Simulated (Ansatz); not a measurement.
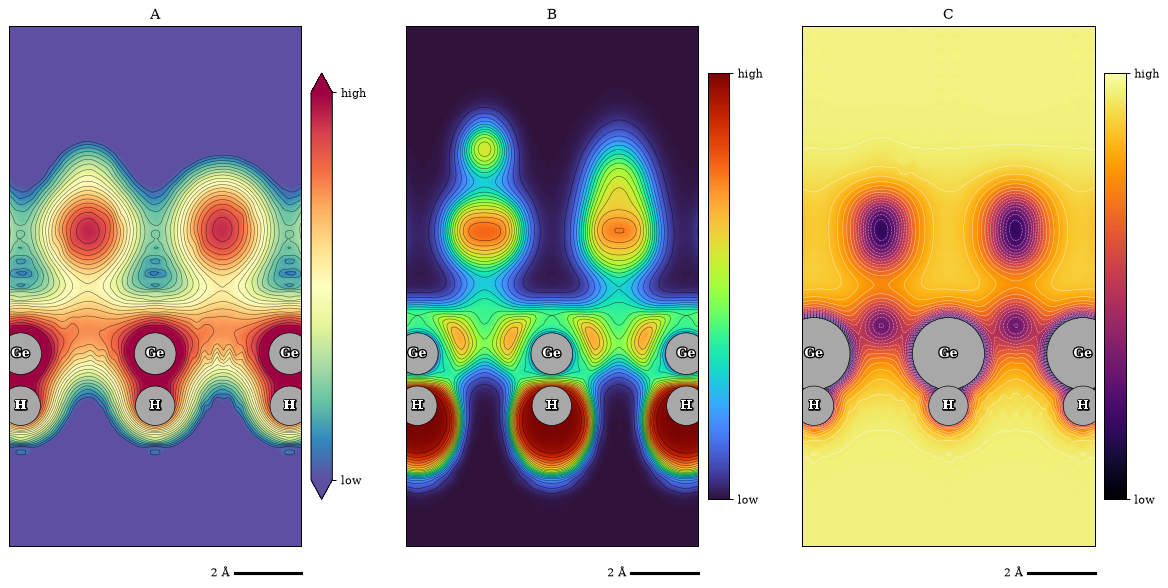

Ge16H5 (slab): 3 fields on the (100) plane of the calculation cell, a cut from vacuum to vacuum, with unlabelled colour scales. Grey discs cover the atomic cores.

Spin-polarised.

Theory: Ansatz, DFT PBE+D3(BJ), scalar-relativistic, plane waves, PAW.

### Match the panels to the quantities (electron localisation function, electrostatic potential energy of an electron and valence pseudo-density).

Panel A: valence pseudo-density. Panel B: electron localisation function. Panel C: electrostatic potential energy of an electron (low next to the atoms, rising into the space between them).
